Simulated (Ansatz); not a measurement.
Consider GaP.

Input

```
crystal:
  lattice:
    - [-0.100522163, 2.7338930959, 2.7338930959]
    - [2.7338930959, -0.100522163, 2.7338930959]
    - [2.7338930959, 2.7338930959, -0.100522163]
  atoms:
    - { symbol: Ga, position: [-0.0021576819, -0.0021576819, -0.0021576819] }
    - { symbol: P, position: [0.2521576819, 0.2521576819, 0.2521576819] }
kpoints:
  mp_grid: { grid: [8, 8, 8] }
  band_path:
    path:
      - [0.0, 0.0, 0.0]
      - [-0.5, -0.5, 0.0]
      - [-0.375, -0.375, 0.25]
      - [-0.375, 0.0, 0.375]
      - [0.0, 0.0, 0.5]
      - [-0.5, -0.25, 0.25]
      - [0.5, 0.5, 0.5]
    npoints: 1
hamiltonian:
  xc: r2scan
scf:
  occupations: { method: fermi_dirac, width: 0.02 }
  n_extra_bands: 8
magnetization:
  noncollinear: true
  spin_orbit: true
output:
  forces: true
  stress: true
  eigenvalues: true
  write_density: true
  write_potential: true
  elf: true
  volumetric_format: npy
```

Below, planes, directions and counts refer to the conventional cell (a = 4.01 Å, b = 4.01 Å, c = 9.30 Å, α = 90.00°, β = 90.00°, γ = 120.00°).

Space group R3m; started from the zincblende prototype, which need not be the ambient phase; changed on purpose from its base cell (epitaxial 111 strain +4.0%); computed pressure about −5 GPa in this cell.

Level of theory: Ansatz, DFT, r2SCAN with spin-orbit coupling, plane waves, PAW.

What will maps of the valence pseudo-density and electron localisation function show?

Ga–P (2.36 Å): ρ at the midpoint is about 0.56 e/Å³; the ELF peaks at about 0.90 in the valence shell of P, 0.8 Å from its nucleus, and is about 0.80 at the midpoint.

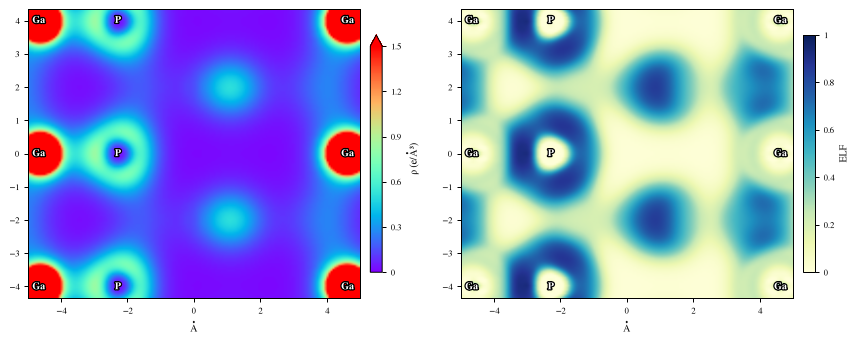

Computed valence pseudo-density and electron localisation function on the (11̄0) plane of the conventional cell, in this order. 

Core electrons are frozen (PAW), and the valence fields are smoothed inside the atomic spheres.
